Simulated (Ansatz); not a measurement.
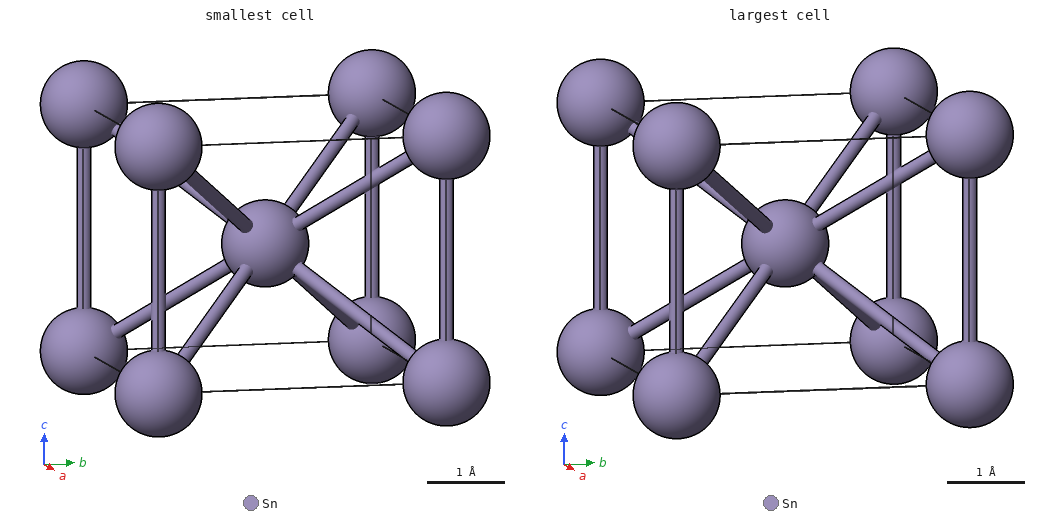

Sn, space group I4/mmm (No. 139), relaxed (cell and atoms, zero pressure) with four choices of dispersion term on top of PBEsol; the smallest and the largest of the relaxed conventional cells are drawn to one scale (sticks follow a distance rule). The start was a structure listed in the Materials Project. This isn't the form of Sn at room conditions, which is tetragonal (white tin).

Alike in all runs: Ansatz 0.2.0; functional PBEsol; potentials Ansatz PAW; cutoff 420 eV; k mesh 10 × 10 × 10 on the run's cell of 1 atom; occupations fermi-dirac, width 0.05 eV; no spin polarisation; no spin-orbit coupling. All runs are metallic.

```tsv
level	volume (Å³/atom)	a (Å)	c (Å)
D4	25.54	3.939	3.292
none	?	?	?
D3(BJ)	25.07	3.910	3.279
D3(BJ)-ATM	25.17	3.917	3.281
```

Question: Fill in the row of none.

Answer: Volume 26.25 Å³/atom; a 3.981 Å; c 3.313 Å. That is the largest volume of all.

Question: Order the levels by the relaxed volume, smallest first.

Answer: D3(BJ) (25.07 Å³/atom), D3(BJ)-ATM (25.17 Å³/atom), D4 (25.54 Å³/atom), none (26.25 Å³/atom). Rows within a few tenths of a per cent can't be told apart.

Caveat: the plane-wave basis is chosen anew once the cell has moved, so the energies of steps on either side of that aren't comparable; pairwise dispersion terms can overbind metals strongly.
